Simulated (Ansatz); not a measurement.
# Two runs on BN

System: BN (F-43m, 2 atoms in the cell).
Method of run A: Kohn-Sham DFT of a periodic cell, PBEsol with D4, all-electron LAPW, scalar-relativistic, no spin polarisation (Ansatz 0.2.0).

The structure derives from a Materials Project entry. Text and figures count atoms from 1; the logs count them from 0 in places.

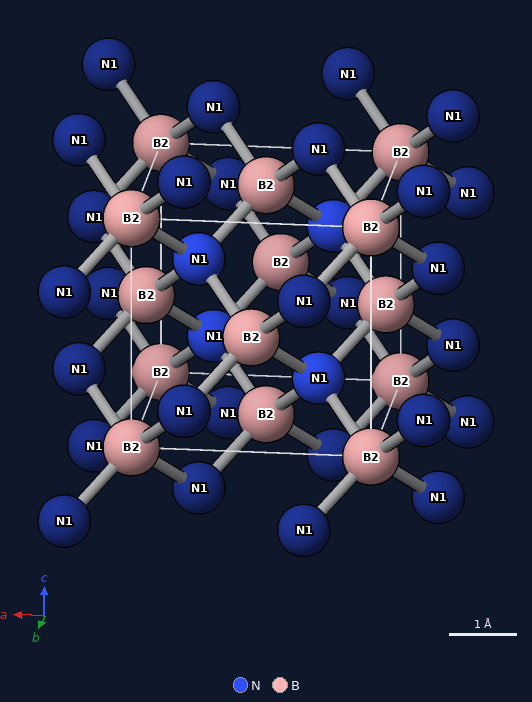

The input geometry (ball-and-stick view of the cell 4 times as large as that of the calculation, set on its symmetry axes, seen at an oblique angle; neighbours outside the cell are drawn fainter; atoms are numbered from 1 in the order of the input). Near neighbours in the crystal (not all of them lie inside the picture): N has 4 B at 1.57 Å; B has 4 N at 1.57 Å.

**Input file, run A**
```yaml
crystal:
  lattice:
    - [0.0, 1.813001, 1.813001]
    - [1.813001, 0.0, 1.813001]
    - [1.813001, 1.813001, 0.0]
  atoms:
    - { symbol: "N", position: [0.25, 0.25, 0.25] }
    - { symbol: B, position: [0.0, 0.0, 0.0] }
kpoints:
  mp_grid: { grid: [13, 13, 13] }
scf:
  occupations: { method: fermi_dirac, width: 0.05 }
hamiltonian:
  xc: pbesol
  dispersion: d4
  pseudopotentials: { kind: all_electron, lapw: { basis_error: 0.001 } }
output:
  forces: true
  stress: true
relax:
  f_tol: 0.01
  max_steps: 60
  cell: {}
```

Command:
```bash
ansatz run input.yaml --threads 1 --pin off --max-ram 3072MiB --backend cpu --events-out ev --progress --plain --runs-dir out
```

Hardware: 1 thread of Intel Xeon (Sapphire Rapids), 16 GiB of memory available, shared host.

**Output, shortened to warnings, some set-up lines, iterations and results (run A)**
```
Basis set: ecut = 474.06535672493726 eV, 283 PW (Γ), exchange–correlation at level 2
Symmetry: 24 space group operations
k-points: 84 of 2197 (time reversal used)
Initial density: superposition of atomic densities (chi_scale 0.1, normalization cell, long waves kept (reshape's long-wave potential 0.00 eV rms))
[...]
SCF iter   1: F=—  HF=-2161.475926 eV  |F-HF|=—  |Δ(HF+E_count)|=         —  Δρ=1.51e-1  dr2=2.17e0  ethr=1.81e-2  ⟨swp⟩=2.0  Hψ=5970  notcnv=0
SCF iter   2: F=—  HF=-2160.615238 eV  |F-HF|=—  |Δ(HF+E_count)|=   8.61e-1  Δρ=5.25e-2  dr2=2.12e-1  ethr=1.77e-3  ⟨swp⟩=2.0  Hψ=4526  notcnv=0
SCF iter   3: F=—  HF=-2160.530150 eV  |F-HF|=—  |Δ(HF+E_count)|=   8.51e-2  Δρ=2.31e-2  dr2=4.34e-2  ethr=1.77e-3  ⟨swp⟩=2.3  Hψ=2517  notcnv=0
SCF iter   4: F=—  HF=-2160.521013 eV  |F-HF|=—  |Δ(HF+E_count)|=         —  Δρ=7.73e-3  dr2=4.95e-3  ethr=3.62e-4  ⟨swp⟩=2.0  Hψ=2433  notcnv=0
SCF iter   5: F=—  HF=-2160.520060 eV  |F-HF|=—  |Δ(HF+E_count)|=   9.53e-4  Δρ=1.22e-3  dr2=1.29e-4  ethr=4.13e-5  ⟨swp⟩=2.3  Hψ=2242  notcnv=0
[... 19 lines ...]
relax step   4: F+E_penalty+E_count = -2160.52897683 eV  Δ(F+E_penalty+E_count) = -1.901e-6 eV  max|allowed force component| = 1.758e-16 eV/Å  Δτ_max = 0.0000 Å  P = -0.001 …
SCF iter   1: F=—  HF=-2160.528977 eV  |F-HF|=—  |Δ(HF+E_count)|=         —  Δρ=1.88e-5  dr2=2.21e-8  ethr=1.85e-10  ⟨swp⟩=3.0  Hψ=4087  notcnv=0
SCF iter   2: F=-2160.528977 eV  HF=-2160.528977 eV  |F-HF|=1.14e-9  |Δ(HF+E_count)|=   8.70e-9  Δρ=7.31e-6  dr2=2.46e-9  ethr=1.84e-10  ⟨swp⟩=2.0  Hψ=2085  notcnv=0
SCF 5 converged in 2 iterations: F = -2160.528977 eV  dr2 = 2.46e-9
relax step   5: F+E_penalty+E_count = -2160.52897686 eV  Δ(F+E_penalty+E_count) = -2.739e-8 eV  max|allowed force component| = 1.018e-16 eV/Å  Δτ_max = 0.0000 Å  P = -0.003 …
basis re-selected at this cell: Δ(F+E_penalty+E_count) = -2.739e-8 eV, ΔP = -0.001 GPa vs the last step (what re-selecting the basis moved, after the strain that the cell walked since its last selection, with what the two solves' SCF thresholds leave and, on support functions, any second-order …
SCF converged after 2 iterations
Free energy (F): -2160.528977 eV
Harris-Foulkes:  -2160.528977 eV  (|F-HF|=1.14e-9)
Internal energy: -2160.528977 eV  (E = F + TS)
E sigma→0 (E₀):  -2160.528977 eV
Fermi energy:    13.864841 eV
--- Per-component energies (eV) ---
  E_band       = -1013.475746
  E_kinetic    = 2152.616924
  E_xc         = -291.628076
  E_electrostatic = -4021.247845  (all electrons and nuclei)
  E_disp       = -0.269979  (pairwise vdW)
  E_smearing   = -0.000000  (= −TS)
  E_closure    = 0.000000  (closes the sum)
  E_atoms      = -2141.847337  (free atoms, spherical and without spin; not in F)
  Σ components = -2160.528977   (vs F -2160.528977, Δ=0.00e0)
  Basis errors (estimates in eV, not in F): energy 5.2e-4 per atom: plane waves 5.1e-4 (3.2e-4 summed), levels above the bands 1.2e-75, relativity 1.1e-8, radial functions 8.2e-6, core shells 0.0e0; eigenvalues (radial functions only) 3.4e-6; not estimated: angular momenta, meshes, grids; target …
--- Forces (eV/Å), atoms counted from 1 ---
  atom   1  N      0.00000000     0.00000000     0.00000000
  atom   2  B      0.00000000    -0.00000000    -0.00000000
  max |Σ_I F_I| component: 5.55e-17 eV/Å
--- Stress (GPa, compression-positive) ---
       -0.002666       0.000000       0.000000
        0.000000      -0.002666       0.000000
        0.000000       0.000000      -0.002666
  P = ⅓ Tr σ = -0.0027 GPa (-0.027 kbar)
--- Relaxed structure (4 steps of the walk, 4 accepted, 1 SCFs on fresh bases) ---
  F+E_penalty+E_count = -2160.52897686 eV   max|allowed force component| = 1.018e-16 eV/Å   (the final SCF, on the basis selected at the relaxed cell)
  cell:  # Å, volume = 11.6221 Å³
    - [2.9298389189149645e-34, 1.7978396768212055, 1.7978396768212055]
    - [1.7978396768212055, 6.018908213857915e-34, 1.7978396768212055]
    - [1.7978396768212055, 1.7978396768212055, 4.585834829606031e-34]
  atoms:
    - { symbol: N, position: [0.25, 0.25, 0.25] }
    - { symbol: B, position: [-1.5353387134078675e-35, -2.448242813272004e-35, 8.99072219563166e-36] }
```

For run B the input was changed thus:
```diff
-  xc: pbesol
-  dispersion: d4
+  xc: blyp
-  f_tol: 0.01
+  f_tol: 0.02
```

Predict how the results change.

The total energies belong to different models, so their difference says nothing on which is more stable or more accurate. The volume per atom goes from 5.81 to 6.07 Å³. The functional changes from PBEsol to BLYP. The SCF takes 18 iterations over all geometry steps against 19.

**Output, shortened to warnings, some set-up lines, iterations and results (run B)**
```
Basis set: ecut = 475.6170784887643 eV, 283 PW (Γ), exchange–correlation at level 2
Symmetry: 24 space group operations
k-points: 84 of 2197 (time reversal used)
Initial density: superposition of atomic densities (chi_scale 0.1, normalization cell, long waves kept (reshape's long-wave potential 0.00 eV rms))
[...]
SCF iter   1: F=—  HF=-2171.529412 eV  |F-HF|=—  |Δ(HF+E_count)|=         —  Δρ=1.69e-1  dr2=2.75e0  ethr=2.29e-2  ⟨swp⟩=2.0  Hψ=5991  notcnv=0
SCF iter   2: F=—  HF=-2170.522098 eV  |F-HF|=—  |Δ(HF+E_count)|=    1.01e0  Δρ=6.00e-2  dr2=2.80e-1  ethr=2.29e-2  ⟨swp⟩=2.7  Hψ=2652  notcnv=0
SCF iter   3: F=—  HF=-2170.419783 eV  |F-HF|=—  |Δ(HF+E_count)|=   1.02e-1  Δρ=2.72e-2  dr2=6.01e-2  ethr=2.33e-3  ⟨swp⟩=2.3  Hψ=2557  notcnv=0
SCF iter   4: F=—  HF=-2170.412321 eV  |F-HF|=—  |Δ(HF+E_count)|=         —  Δρ=6.70e-3  dr2=3.53e-3  ethr=2.94e-5  ⟨swp⟩=2.0  Hψ=4161  notcnv=0
SCF iter   5: F=—  HF=-2170.412221 eV  |F-HF|=—  |Δ(HF+E_count)|=   9.98e-5  Δρ=7.71e-4  dr2=4.08e-5  ethr=2.94e-5  ⟨swp⟩=2.3  Hψ=2384  notcnv=0
[... 18 lines ...]
relax step   4: F+E_penalty+E_count = -2170.41664947 eV  Δ(F+E_penalty+E_count) = -4.889e-7 eV  max|allowed force component| = 5.551e-17 eV/Å  Δτ_max = 0.0000 Å  P = +0.003 …
SCF iter   1: F=—  HF=-2170.416649 eV  |F-HF|=—  |Δ(HF+E_count)|=         —  Δρ=1.57e-5  dr2=1.54e-8  ethr=1.28e-10  ⟨swp⟩=2.9  Hψ=3925  notcnv=0
SCF iter   2: F=-2170.416649 eV  HF=-2170.416649 eV  |F-HF|=3.08e-9  |Δ(HF+E_count)|=   3.12e-8  Δρ=8.01e-6  dr2=3.43e-9  ethr=1.28e-10  ⟨swp⟩=2.0  Hψ=2130  notcnv=0
SCF 5 converged in 2 iterations: F = -2170.416649 eV  dr2 = 3.43e-9
relax step   5: F+E_penalty+E_count = -2170.41664938 eV  Δ(F+E_penalty+E_count) = +9.232e-8 eV  max|allowed force component| = 8.327e-17 eV/Å  Δτ_max = 0.0000 Å  P = +0.002 …
basis re-selected at this cell: Δ(F+E_penalty+E_count) = +9.232e-8 eV, ΔP = -0.000 GPa vs the last step (what re-selecting the basis moved, after the strain that the cell walked since its last selection, with what the two solves' SCF thresholds leave and, on support functions, any second-order …
SCF converged after 2 iterations
Free energy (F): -2170.416649 eV
Harris-Foulkes:  -2170.416649 eV  (|F-HF|=3.08e-9)
Internal energy: -2170.416649 eV  (E = F + TS)
E sigma→0 (E₀):  -2170.416649 eV
Fermi energy:    13.792534 eV
--- Per-component energies (eV) ---
  E_band       = -1023.056383
  E_kinetic    = 2165.294463
  E_xc         = -302.182289
  E_electrostatic = -4033.528823  (all electrons and nuclei)
  E_smearing   = -0.000000  (= −TS)
  E_closure    = 0.000000  (closes the sum)
  E_atoms      = -2154.132880  (free atoms, spherical and without spin; not in F)
  Σ components = -2170.416649   (vs F -2170.416649, Δ=0.00e0)
  Basis errors (estimates in eV, not in F): energy 5.2e-4 per atom: plane waves 4.9e-4 (3.1e-4 summed), levels above the bands 1.2e-70, relativity 7.0e-8, radial functions 2.6e-5, core shells 0.0e0; eigenvalues (radial functions only) 3.2e-6; not estimated: angular momenta, meshes, grids; target …
--- Forces (eV/Å), atoms counted from 1 ---
  atom   1  N      0.00000000     0.00000000     0.00000000
  atom   2  B     -0.00000000    -0.00000000    -0.00000000
  max |Σ_I F_I| component: 5.55e-17 eV/Å
--- Stress (GPa, compression-positive) ---
        0.002325       0.000000       0.000000
        0.000000       0.002325       0.000000
        0.000000       0.000000       0.002325
  P = ⅓ Tr σ = 0.0023 GPa (0.023 kbar)
--- Relaxed structure (4 steps of the walk, 4 accepted, 1 SCFs on fresh bases) ---
  F+E_penalty+E_count = -2170.41664938 eV   max|allowed force component| = 8.327e-17 eV/Å   (the final SCF, on the basis selected at the relaxed cell)
  cell:  # Å, volume = 12.1354 Å³
    - [-2.261071339597418e-34, 1.8239307037567525, 1.8239307037567525]
    - [1.8239307037567525, 4.896334062860607e-34, 1.8239307037567525]
    - [1.8239307037567525, 1.8239307037567525, 3.5189913102185174e-34]
  atoms:
    - { symbol: N, position: [0.24999999999999997, 0.24999999999999997, 0.24999999999999997] }
    - { symbol: B, position: [-1.5616192859797135e-34, 2.203418531944804e-34, 9.834466893990932e-35] }
```

**The two runs side by side**

```csv
quantity,run A,run B
outcome,converged,converged
free energy per atom (eV),−1080.2645,−1085.2083
pressure (GPa),0.00,0.00
volume per atom (Å³),5.81,6.07
largest force (eV/Å),0.000,0.000
SCF iterations,19,18
irreducible k-points,84,84
wall time (shared host),20 s,15 s
```
